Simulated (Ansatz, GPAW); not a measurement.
# BAs (110), 5 units in an electric field, part 3 of 3

Wanted: the out-of-plane polarisability of BAs (110), 5 units.

GPAW 26.7.0 and Ansatz 0.2.0; Ansatz plane waves; layer without images along its normal, relaxation of atoms and in-plane cell; PAW set soft_1 (the session's first sound run).

So far, dipole along the normal (e·Å): step 3 (the slab's potential) 4.9e-4; step 4 (field on) -0.159; step 5 (In a field) -0.0795.

## Step 8: In a field

Level of this step: GPAW, PAW setups; slab in vacuum (GPAW).

Input file run.py:

```python
import json
import numpy as np
from ase import Atoms
from gpaw import GPAW, PW
from gpaw.external import ConstantElectricField

slab = Atoms(
    ['B', 'As', 'B', 'As', 'B', 'As', 'B', 'As', 'B', 'As'],
    positions=[
        [1.68542, 2.64497, 7.55722],
        [-0.00000, 3.65015, 7.00000],
        [0.00000, -0.07823, 8.85356],
        [1.68542, 1.11395, 8.86026],
        [1.68542, 2.35747, 10.56836],
        [0.00000, 3.56875, 10.56836],
        [0.00000, -0.07823, 12.28317],
        [1.68542, 1.11395, 12.27646],
        [1.68542, 2.64497, 13.57951],
        [-0.00000, 3.65015, 14.13673]],
    cell=[[3.37084, 0.0, 0.0], [0.0, 4.84421, 0.0], [0.0, 0.0, 21.1367]],
    pbc=[True, True, False])

slab.calc = GPAW(mode=PW(500), xc='PBE', kpts={'size': (8, 6, 1), 'gamma': True},
                 occupations={'name': 'fermi-dirac', 'width': 0.05}, nbands='200%',
                 convergence={'density': 1e-05}, maxiter=200,
                 poissonsolver={'dipolelayer': 'xy'},
                 external=ConstantElectricField(0.1, [0, 0, 1]),
                 symmetry={'tolerance': 1e-3}, txt='slab.txt')
result = {}
energy = slab.get_potential_energy()
fermi = slab.calc.get_fermi_level()
v = slab.calc.get_electrostatic_potential().mean((0, 1)) - fermi
n = slab.calc.get_pseudo_density().mean((0, 1))
L = slab.cell[2, 2]
z = np.arange(len(v)) * L / len(v)
low, high = slab.positions[:, 2].min(), slab.positions[:, 2].max()
below, above = np.interp([low - 4.8, high + 4.8], z, v)
slopes = [np.interp(x, z, np.gradient(v, z)) for x in (low - 4.8, high + 4.8)]
eps = np.array([[slab.calc.get_eigenvalues(k, s) for k in range(len(slab.calc.get_ibz_k_points()))]
                for s in range(slab.calc.get_number_of_spins())]) - fermi
top, bottom = eps[eps < 0].max(), eps[eps > 0].min()
dipole = slab.get_dipole_moment()[2]
print(f'energy {energy:.4f} eV, Fermi level {fermi:.4f} eV, dipole {dipole:.5f} e A')
print(f'potential 4.8 A off the faces, from the Fermi level: lower {below:.4f} eV, upper {above:.4f} eV')
print(f'slope of the potential there: lower {slopes[0]:.5f}, upper {slopes[1]:.5f} eV/A')
print(f'nearest levels on the mesh: {top:.4f} and {bottom:.4f} eV')
print('magnetic moment', round(slab.get_magnetic_moment(), 3))
result.update(energy=energy, fermi=fermi, dipole=dipole, below=below, above=above, slopes=slopes, edges=[top, bottom],
              z=z.tolist(), v=v.tolist(), n=n.tolist(), positions=slab.positions.tolist(),
              forces=slab.get_forces(apply_constraint=False).tolist(), moments=slab.get_magnetic_moments().tolist())
json.dump(result, open('result.json', 'w'))
```

Command:

```bash
OMP_NUM_THREADS=1 OPENBLAS_NUM_THREADS=1 python run.py
```

The program printed:

```text
energy -54.0004 eV, Fermi level 0.1060 eV, dipole 0.07952 e A
potential 4.8 A off the faces, from the Fermi level: lower 5.3970 eV, upper 4.5158 eV
slope of the potential there: lower -0.00014, upper 0.00008 eV/A
nearest levels on the mesh: -0.1759 and 0.2209 eV
magnetic moment 0.0
```

The job ended after 97 s (1 thread of AMD EPYC 9R14 (Zen 4), shared host; peak memory 0.5 GiB).

The dipole is now 0.0795 e Å, against 4.9e-4 in the run without a field.

## Step 9: In a field

run.py, as its differences from that of step 8:

```diff
@@ -26,3 +26,3 @@
                  poissonsolver={'dipolelayer': 'xy'},
-                 external=ConstantElectricField(0.1, [0, 0, 1]),
+                 external=ConstantElectricField(0.2, [0, 0, 1]),
                  symmetry={'tolerance': 1e-3}, txt='slab.txt')
```

The program printed:

```text
energy -54.0123 eV, Fermi level 0.1006 eV, dipole 0.15908 e A
potential 4.8 A off the faces, from the Fermi level: lower 5.8445 eV, upper 4.0817 eV
slope of the potential there: lower -0.00019, upper 0.00006 eV/A
nearest levels on the mesh: -0.1708 and 0.2040 eV
magnetic moment 0.0
```

It took 1.8 min on 1 thread; peak memory 0.48 GiB.

The dipole is now 0.159 e Å, against 4.9e-4 in the run without a field.

## Step 10: In a field

run.py, as its differences from that of step 9:

```diff
@@ -26,3 +26,3 @@
                  poissonsolver={'dipolelayer': 'xy'},
-                 external=ConstantElectricField(0.2, [0, 0, 1]),
+                 external=ConstantElectricField(0.3, [0, 0, 1]),
                  symmetry={'tolerance': 1e-3}, txt='slab.txt')
```

The program printed:

```text
energy -54.0321 eV, Fermi level 0.0925 eV, dipole 0.23869 e A
potential 4.8 A off the faces, from the Fermi level: lower 6.2958 eV, upper 3.6511 eV
slope of the potential there: lower -0.00024, upper 0.00005 eV/A
nearest levels on the mesh: -0.1630 and 0.1882 eV
magnetic moment 0.0
```

Run time: 1.7 min. Hardware: 1 thread; peak memory 0.48 GiB.

The dipole is now 0.239 e Å, against 4.9e-4 in the run without a field.

## Step 11: The series

The members are put on one axis.

This step: induced dipole against applied field; PAW set soft_1 (GPAW 26.7.0).

Table of dipole along the normal by field:

```
field (V/Å)  dipole along the normal (e·Å)
     -0.200                         -0.159
     -0.100                        -0.0795
     -0.050                        -0.0398
      0.000                         4.9e-4
      0.050                         0.0398
      0.100                         0.0795
      0.200                          0.159
      0.300                          0.239
```

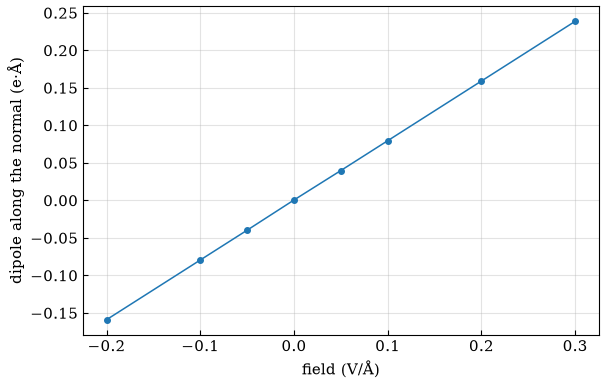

Dipole along the normal, plotted against field.

## Step 12: What came out

```
work function, upper and lower face (Fermi level placed in the gap by the smearing) : 4.951 and 4.957 eV
ionisation energy from the upper face (highest filled level on the mesh)            : 5.13 eV
electron affinity from the upper face (lowest empty Kohn-Sham level on the mesh)    : 4.72 eV
dipole along the normal                                                             : 4.9e-4 e Å
induced dipole per field                                                            : 0.795 e Å per V/Å
out-of-plane polarisability per area, α/(ε0 A)                                      : 8.82 Å
```

The field induces 0.795 e Å per V/Å, a polarisable thickness α/(ε0 A) of 8.82 Å beside 7.14 Å between the outermost nuclei. A perfect conductor would give the distance between its two image planes; a dielectric of thickness t gives t(1 - 1/ε). The levels nearest the Fermi level on the mesh lie 0.411 eV apart, so the slab is gapped there: the smearing puts the Fermi level inside the gap, and from either face the ionisation energy is the work function plus 0.18 eV. Both are Kohn-Sham levels on the mesh, and semilocal gaps are too small, so the affinity tends to come out too large and the ionisation energy too small. The induced dipole is linear in the field over this range. The small printed dipole stands for a step of -5.4 meV from the lower to the upper face, and the probes find -6.8 meV; values this small are near the numerical noise of both. The layer's cell and atoms come from the relaxation; spin-orbit coupling and temperature are left out.

[Logs are printed without paths, hosts, clocks, repeated set-up lines and the standing remarks that a program may print on its own settings, such as how far it seeks lower states.]

[Hosts, paths, dates, database ids (printed as entryN), source tags and the programs' standing remarks are cut or masked in the printed files.]
